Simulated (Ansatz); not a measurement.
## Band-structure calculation, with input and output: SiO2

- system: SiO2 (6 atoms in the cell)
- method: DFT, r2SCAN, plane waves, PAW, no spin polarisation (Ansatz 0.2.0)

The structure was built on a prototype by a generator. The geometry comes from this level: r2SCAN (a point of a series of strains). It belongs to a series of runs on one base structure; here: epitaxial_xy strain -1.0%.

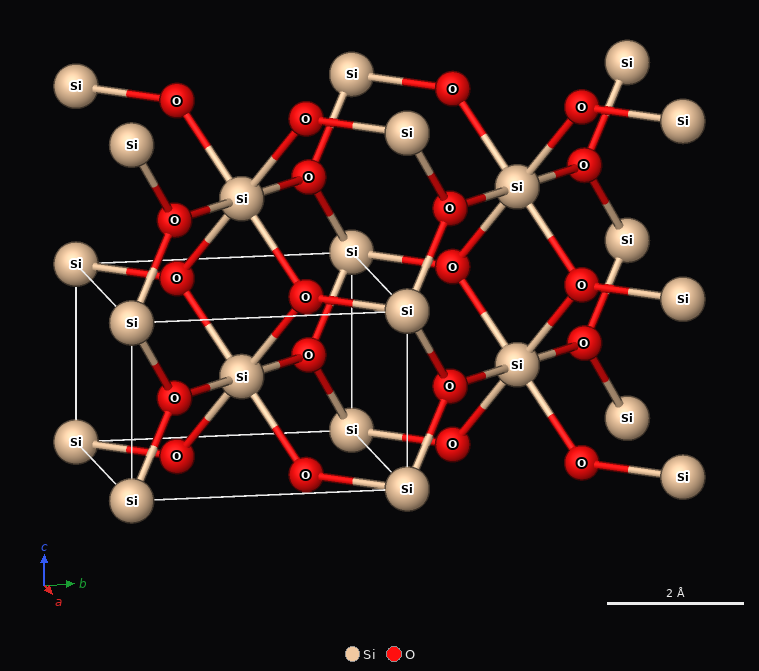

The input geometry (ball-and-stick view of the cell of the calculation, repeated 1 × 2 × 2, seen slightly off an axis). An atom can appear more than once, as a periodic image. Near neighbours in the periodic cell (some may lie outside the picture): Si has 6 O at 1.76 to 1.79 Å; O has 3 Si at 1.76 to 1.79 Å.

Summary:

- outcome: converged
- space group (tolerance 0.01 Å): P4₂/mnm (136)
- electrons treated: 32
- free energy: −3559.3201 eV
- Fermi energy: 10.391 eV
- gap on the k-point mesh: 6.69 eV
- pressure: 3.96 GPa
- largest force (length of the vector): 0.002 eV/Å
- hardware: 2 threads of AMD EPYC (Zen 3), 288 GiB of memory available, shared host
- wall time: 3.2 s (CPU time 6.2 s)
- peak memory: 0.65 GiB

The input:
```yaml
crystal:
  lattice:
    - [4.1433369106, 0.0, 0.0]
    - [0.0, 4.1433369106, 0.0]
    - [0.0, 0.0, 2.6829309357]
  atoms:
    - { symbol: Si, position: [0.0, 0.0, 0.0] }
    - { symbol: Si, position: [0.5, 0.5, 0.5] }
    - { symbol: O, position: [0.3051305505, 0.3051305505, 0.0] }
    - { symbol: O, position: [0.1948694495, 0.8051305505, 0.5] }
    - { symbol: O, position: [0.8051305505, 0.1948694495, 0.5] }
    - { symbol: O, position: [0.6948694495, 0.6948694495, 0.0] }
kpoints:
  mp_grid: { grid: [6, 6, 10] }
  band_path:
    path:
      - [0.0, 0.0, 0.0]
      - [0.0, 0.5, 0.0]
      - [0.5, 0.5, 0.0]
      - [0.0, 0.0, 0.5]
      - [0.0, 0.5, 0.5]
      - [0.5, 0.5, 0.5]
    npoints: 1
hamiltonian:
  xc: r2scan
scf:
  occupations: { method: fixed }
  n_extra_bands: 5
output:
  forces: true
  stress: true
  eigenvalues: true
  write_density: true
  write_potential: true
  elf: true
  volumetric_format: npy
```

Launched with:
```bash
ansatz run input.yaml --threads 2 --pin off --max-ram 20275MiB --backend cpu --events-out ev --progress --plain --runs-dir out
```

Log:
```
scf.n_extra_bands = 5 over 16 filled bands (N_el = 32.0): the run solves 21 bands
Engine: ansatz 0.2.0, x86_64-unknown-linux-gnu
Pseudopotentials: kind: paw
Pseudopotential: Si, paw, valence charge 4, recommended cutoff 500 eV (meta_gga), Si.paw.azcp
Pseudopotential: O, paw, valence charge 6, recommended cutoff 500 eV (meta_gga), O.paw.azcp
Functional definition: r2SCAN
  parameter k0 = 0.174
  parameter k1 = 0.065
  parameter a1 = 4.9479
  exchange = r2scan_x(k0 = k0, k1 = k1, a1 = a1)
  correlation = r2scan_c
Crystal: 6 atoms, lattice volume = 46.059 Å³
Basis set: ecut = 500 eV, 1161 PW (Γ), exchange–correlation on 128×128×80 points (64 copies of the dense FFT grid, shifted against one another)
Bands: 21, of which v1, the nominal top of the filled ones, is band 16 counted from 1 (15 counted from 0)
Symmetry: 16 space group operations
Space group: P42/mnm (ITA 136), of the structure as read, at distance tolerance 3.6e-5 Å
k-points: 60 of 360
Non-local potential: Si, projectors of the file, l = 0: 2, l = 1: 2, l = 2: 2
Non-local potential: O, projectors of the file, l = 0: 2, l = 1: 2, l = 2: 1
PAW form: soft (Blöchl's): semilocal exchange-correlation on the pseudo side does not see the compensation charge
PAW frozen core: Si, regenerated for the run's functional (the file was generated under x = pbe(κ = 0.804, μ = 0.2195149727645171), c = pbe(β = 0.06672455060314922))
PAW frozen core: O, regenerated for the run's functional (the file was generated under x = pbe(κ = 0.804, μ = 0.2195149727645171), c = pbe(β = 0.06672455060314922))
PAW one-centre angular grid: Si, 302 points (default); XC on 160 Gauss nodes
PAW one-centre angular grid: O, 302 points (default); XC on 160 Gauss nodes
Initial density: superposition of atomic densities (neutral atoms: chi_scale 0, normalization atom), corrected by the library's trained network
Initial wavefunctions: pseudopotential atomic-orbital guess
Functional: x = r2scan, c = r2scan; τ floored in thin density (d = 2e-4 eV/Å³)
SCF iter   1: F=—  HF=-3559.015535 eV  |F-HF|=—  |Δ(HF+E_count)|=         —  Δρ=1.20e-2  dr2=5.97e-2  dr2_τ=5.39e-1  ethr=1.77e-3  ⟨swp⟩=5.0  Hψ=5909  notcnv=0  defer=180
preconditioner: auto → none  [insulator: Δε(μ)=6.635 eV  Ē_g=19.920 eV  n_scr=10 (ndim 8)  ℏωp=31.0 eV  f_vac=0.000  ε∞_Penn≈3.4]
SCF iter   2: F=—  HF=-3559.319268 eV  |F-HF|=—  |Δ(HF+E_count)|=   3.04e-1  Δρ=6.43e-3  dr2=7.17e-3  dr2_τ=1.55e-3  ethr=1.86e-4  ⟨swp⟩=3.0  Hψ=2942  notcnv=0  defer=180
SCF iter   3: F=—  HF=-3559.320091 eV  |F-HF|=—  |Δ(HF+E_count)|=   8.23e-4  Δρ=1.96e-3  dr2=6.48e-4  dr2_τ=1.11e-4  ethr=2.24e-5  ⟨swp⟩=3.0  Hψ=2133  notcnv=0  defer=180
SCF iter   4: F=—  HF=-3559.320145 eV  |F-HF|=—  |Δ(HF+E_count)|=   5.33e-5  Δρ=2.04e-4  dr2=9.69e-6  dr2_τ=1.27e-6  ethr=2.02e-6  ⟨swp⟩=2.6  Hψ=2172  notcnv=0  defer=180
SCF iter   5: F=—  HF=-3559.320146 eV  |F-HF|=—  |Δ(HF+E_count)|=   1.35e-6  Δρ=7.28e-5  dr2=2.01e-6  dr2_τ=1.05e-7  ethr=3.03e-8  ⟨swp⟩=2.0  Hψ=2044  notcnv=0  defer=113
SCF iter   6: F=-3559.320146 eV  HF=-3559.320146 eV  |F-HF|=2.41e-8  |Δ(HF+E_count)|=  8.15e-10  Δρ=1.61e-5  dr2=8.61e-8  dr2_τ=2.77e-9  ethr=3.13e-10  ⟨swp⟩=14.4  Hψ=11192  notcnv=0
SCF 1 converged in 6 iterations: F = -3559.320146 eV  dr2 = 8.61e-8
  greatest PAW one-centre occupation: 0.869 electrons in one spin orbital (limit 2), on the O atom at site 4 (counted from 0), in its partial waves of l = 0
```

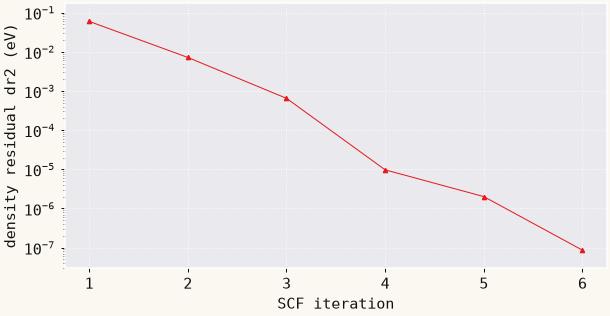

Convergence of the self-consistent field: density residual dr2 against the SCF iteration. The residual falls at every step.

```
NSCF: frozen V_eff on 6 k-points
SCF converged after 6 iterations
Free energy (F): -3559.320146 eV
Harris-Foulkes:  -3559.320146 eV  (|F-HF|=2.41e-8)
Internal energy: -3559.320146 eV  (E = F + TS)
E sigma→0 (E₀):  -3559.320146 eV
Fermi energy:    10.390745 eV
--- Per-component energies (eV) ---
  E_band       = 49.010163
  E_kinetic    = 822.140280
  E_local      = -1211.208163  (includes V_loc(G=0)·N_el)
  E_nonlocal   = 232.102610
  E_hartree    = 433.637836
  E_xc         = -404.549036
  E_vxc        = -534.346024  (∫ρ·V_xc dr)
  E_paw        = -1683.388493  (= ΣΔE_a)
  E_vpaw       = -158.829488  (= ΣTr[D̂ρ^β])
  E_aug_tail   = 0.004639  (compensation charges beyond the density's cutoff)
  E_vtau       = 31.880952  (kinetic-family band-sum trace: ∫τ·v_τ [+ j·A + Jᵃ·Aᵃ] dr)
  E_ewald      = -1747.779190
  E_core_change = -0.280630  (= ΣΔE_core)
  E_smearing   = -0.000000  (= −TS)
  E_closure    = 0.000000  (closes the sum)
  Σ components = -3559.320146   (vs F -3559.320146, Δ=0.00e0)
--- Forces (eV/Å), atoms counted from 1 ---
  atom   1  Si     0.00000000    -0.00000000     0.00000000
  atom   2  Si    -0.00000000     0.00000000     0.00000000
  atom   3  O     -0.00150031    -0.00150031     0.00000000
  atom   4  O      0.00150031    -0.00150031     0.00000000
  atom   5  O     -0.00150031     0.00150031     0.00000000
  atom   6  O      0.00150031     0.00150031     0.00000000
  max |Σ_I F_I| component: 8.67e-19 eV/Å
--- Stress (GPa, compression-positive) ---
        5.946999       0.000000       0.000000
        0.000000       5.946999       0.000000
        0.000000       0.000000      -0.001830
  P = ⅓ Tr σ = 3.9641 GPa (39.641 kbar)
--- Band table (eV; the first three rows and the last of 60) ---
  k-point 0: bands = ["-13.2645", "-9.6001", "-9.6001", "-9.2471", "-0.7814", "3.8727", "3.8727", "3.9373", "4.7266", "5.2017", "7.1204", "7.1204", "7.8567", "9.5066", "9.5066", "10.3907", "17.0834", "17.9031", "19.7815", "19.7815", "22.5002"]
  k-point 1: bands = ["-13.1313", "-9.5354", "-9.5354", "-9.2446", "-0.7248", "3.9848", "3.9848", "4.0849", "4.3787", "5.0063", "6.6730", "6.6730", "7.3820", "9.4029", "9.4029", "10.2561", "17.5901", "18.6399", "20.3936", "20.3936", "21.8842"]
  k-point 2: bands = ["-12.7430", "-9.3590", "-9.3590", "-9.2793", "-0.5792", "3.7001", "4.3078", "4.3078", "4.3274", "4.5192", "5.6383", "5.6383", "6.4150", "9.0791", "9.0791", "9.8413", "18.6217", "20.3800", "21.4865", "21.8826", "21.8826"]
  k-point 59: bands = ["-10.2282", "-10.2282", "-9.0825", "-9.0825", "-0.6049", "-0.6049", "2.0160", "2.0160", "5.8313", "5.8313", "5.8423", "5.8423", "8.6513", "8.6513", "8.7521", "8.7521", "18.7419", "18.7419", "22.6286", "22.6286", "23.2553"]
```

File bands.tsv:
```
# k_distance	band_0	band_1	band_2	band_3	band_4	band_5	band_6	band_7	band_8	band_9	band_10	band_11	band_12	band_13	band_14	band_15	band_16	band_17	band_18	band_19	band_20
# fermi_ev = 10.390745
# lock_threshold_ev = 1e-6
# [0, 0, 0] at k_distance = 0.000000
# [0, 0.5, 0] at k_distance = 0.758228
# [0.5, 0.5, 0] at k_distance = 1.516455
# [0, 0, 0.5] at k_distance = 3.104207
# [0, 0.5, 0.5] at k_distance = 3.862435
# [0.5, 0.5, 0.5] at k_distance = 4.620662
# levels_relative_to = fermi_ev
# free_energy_ev = -3559.320146
# largest_residual_norms_ev = 7.082e-4 7.322e-4 4.359e-4 5.687e-4 9.888e-4 8.727e-4 8.638e-4 9.104e-4 8.754e-4 9.027e-4 1.140e-3 1.353e-3 7.846e-4 9.873e-4 5.905e-4 6.844e-4 1.296e-3 1.768e-3 1.364e-3 1.600e-3 2.109e-3
0.000000	-23.655244	-19.990865	-19.990865	-19.637893	-11.172099	-6.518062	-6.518062	-6.453412	-5.664156	-5.189025	-3.270335	-3.270335	-2.534049	-0.884185	-0.884185	0.000000	6.692675	7.512352	9.390765	9.390765	12.109480
0.758228	-22.371856	-22.371856	-19.457295	-19.457295	-9.496574	-9.496574	-4.694842	-4.694842	-4.634035	-4.634035	-4.007492	-4.007492	-2.771942	-2.771942	-1.069358	-1.069358	8.771222	8.771222	9.997403	9.997403	12.396054
1.516455	-21.819387	-21.819387	-20.362188	-20.362188	-8.060991	-8.060991	-5.941316	-5.941316	-4.195554	-4.195554	-3.413007	-3.413007	-2.795550	-2.795550	-2.325426	-2.325426	8.476158	8.476158	11.066294	11.066294	14.780924
3.104207	-20.971915	-20.971915	-19.231746	-19.231746	-9.650042	-9.650042	-6.992594	-6.992594	-6.418223	-6.418223	-4.709161	-4.709161	-3.235640	-3.235640	-2.743335	-2.743335	10.387837	10.387837	13.873868	13.873868	14.375526
3.862435	-20.694935	-20.694935	-19.527931	-19.527931	-9.518053	-9.518053	-8.333489	-8.333489	-6.624766	-6.624766	-4.080257	-4.080257	-2.301322	-2.301322	-1.833463	-1.833463	9.993726	9.993726	11.228146	11.228146	13.424470
4.620662	-20.618901	-20.618901	-19.473256	-19.473256	-10.995634	-10.995634	-8.374700	-8.374700	-4.559477	-4.559477	-4.548440	-4.548440	-1.739461	-1.739461	-1.638682	-1.638682	8.351191	8.351191	12.237806	12.237806	12.864541
```

File rho_z.tsv:
```
# z_ang	rho[e/angstrom^3]
# format = ansatz-planar-average/11
# lattice	4.143336911	0.000000000	0.000000000
# lattice	0.000000000	4.143336911	0.000000000
# lattice	0.000000000	0.000000000	2.682930936
# sites	6
# site	14	0.000000000	0.000000000	0.000000000
# site	14	2.071668455	2.071668455	1.341465468
# site	8	1.264258672	1.264258672	0.000000000
# site	8	0.807409783	3.335927128	1.341465468
# site	8	3.335927128	0.807409783	1.341465468
# site	8	2.879078238	2.879078238	0.000000000
0.000000	9.256934e-1
0.134147	8.790890e-1
0.268293	7.600488e-1
0.402440	6.194218e-1
0.536586	5.140252e-1
0.670733	4.768198e-1
0.804879	5.140252e-1
0.939026	6.194218e-1
1.073172	7.600488e-1
1.207319	8.790890e-1
1.341465	9.256934e-1
1.475612	8.790890e-1
1.609759	7.600488e-1
1.743905	6.194218e-1
1.878052	5.140252e-1
2.012198	4.768198e-1
2.146345	5.140252e-1
2.280491	6.194218e-1
2.414638	7.600488e-1
2.548784	8.790890e-1
```

File v_z.tsv:
```
# z_ang	v_es[eV]	v_tot[eV]
# format = ansatz-planar-average/11
# xc	r2scan
# density_cutoff_ev	2000
# datasets	Si=:simpson_from_first_knot:soft:shift=0	O=:simpson_from_first_knot:soft:shift=0
# lattice	4.143336911	0.000000000	0.000000000
# lattice	0.000000000	4.143336911	0.000000000
# lattice	0.000000000	0.000000000	2.682930936
# sites	6
# site	14	0.000000000	0.000000000	0.000000000
# site	14	2.071668455	2.071668455	1.341465468
# site	8	1.264258672	1.264258672	0.000000000
# site	8	0.807409783	3.335927128	1.341465468
# site	8	3.335927128	0.807409783	1.341465468
# site	8	2.879078238	2.879078238	0.000000000
0.000000	-3.395515e-1	-1.363958e1
0.134147	2.108871e-1	-1.304470e1
0.268293	1.746313e0	-1.129146e1
0.402440	3.810449e0	-8.842120e0
0.536586	6.014890e0	-6.300365e0
0.670733	7.192259e0	-4.997521e0
0.804879	6.014890e0	-6.300365e0
0.939026	3.810449e0	-8.842120e0
1.073172	1.746313e0	-1.129146e1
1.207319	2.108871e-1	-1.304470e1
1.341465	-3.395515e-1	-1.363958e1
1.475612	2.108871e-1	-1.304470e1
1.609759	1.746313e0	-1.129146e1
1.743905	3.810449e0	-8.842120e0
1.878052	6.014890e0	-6.300365e0
2.012198	7.192259e0	-4.997521e0
2.146345	6.014890e0	-6.300365e0
2.280491	3.810449e0	-8.842120e0
2.414638	1.746313e0	-1.129146e1
2.548784	2.108871e-1	-1.304470e1
```

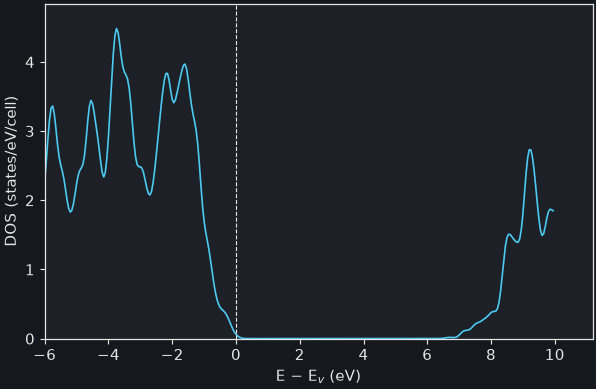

Density of states (the curve is built from the levels of the k mesh with Gaussians 0.3 eV wide, which also blur the band edges), with energies from the valence-band top. There is a gap of 6.69 eV on the k-point mesh. Small ripples come from the finite k-point mesh.

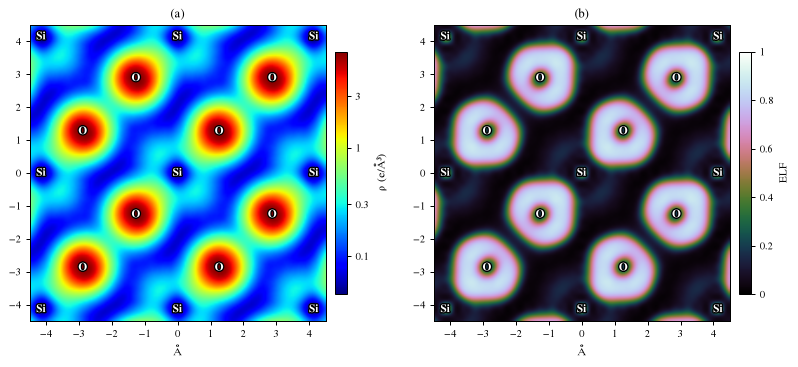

(a) valence pseudo-density; (b) ELF on the (001) plane of the conventional cell. The section cuts through Si and O sites. Si–O (1.79 Å): the density is about 0.89 e/Å³ at the midpoint; the ELF peaks at about 0.90 between the atoms (a polar covalent bond). Away from the nuclei the density in this plane falls to 0.06 e/Å³ at its lowest. The fields are those of the smooth PAW valence density.

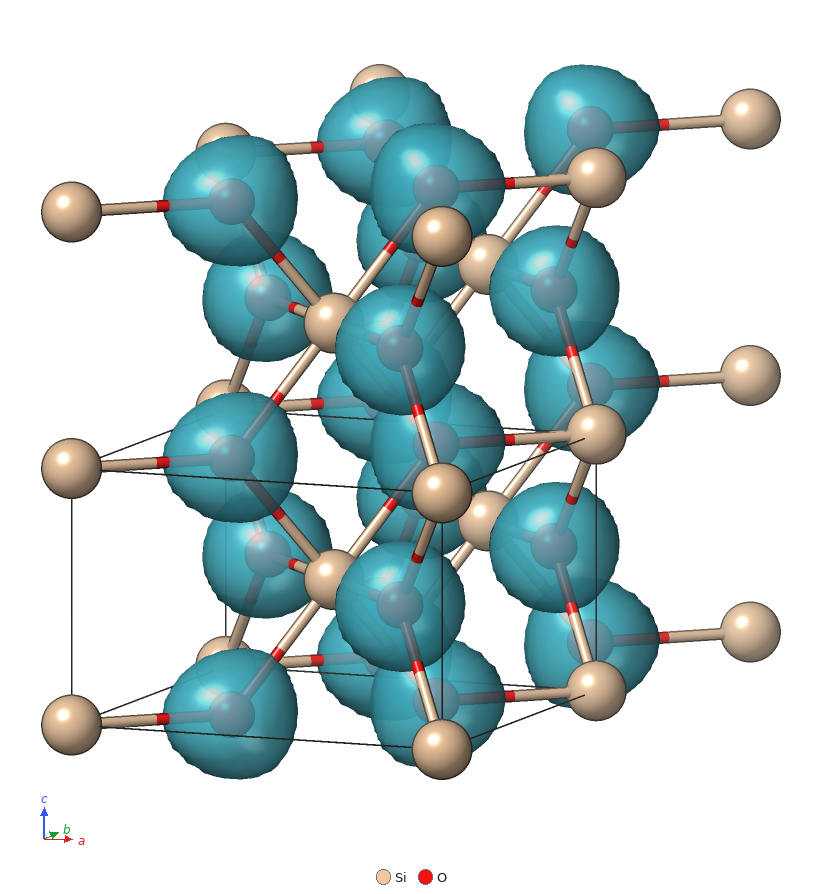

Isosurface of the valence pseudo-density at 1.5 e/Å³ (cyan), seen slightly off an axis. Sticks mark near contacts. The outline is the cell set on symmetry axes. At this value the density breaks into separate islands; it holds about 50 % of the electrons treated as valence. It is pinched off along the Si–O (1.76 Å) contacts. On the grid the lowest density along these lines, outside the cores, is 0.69 e/Å³ (Si–O, 1.76 Å).
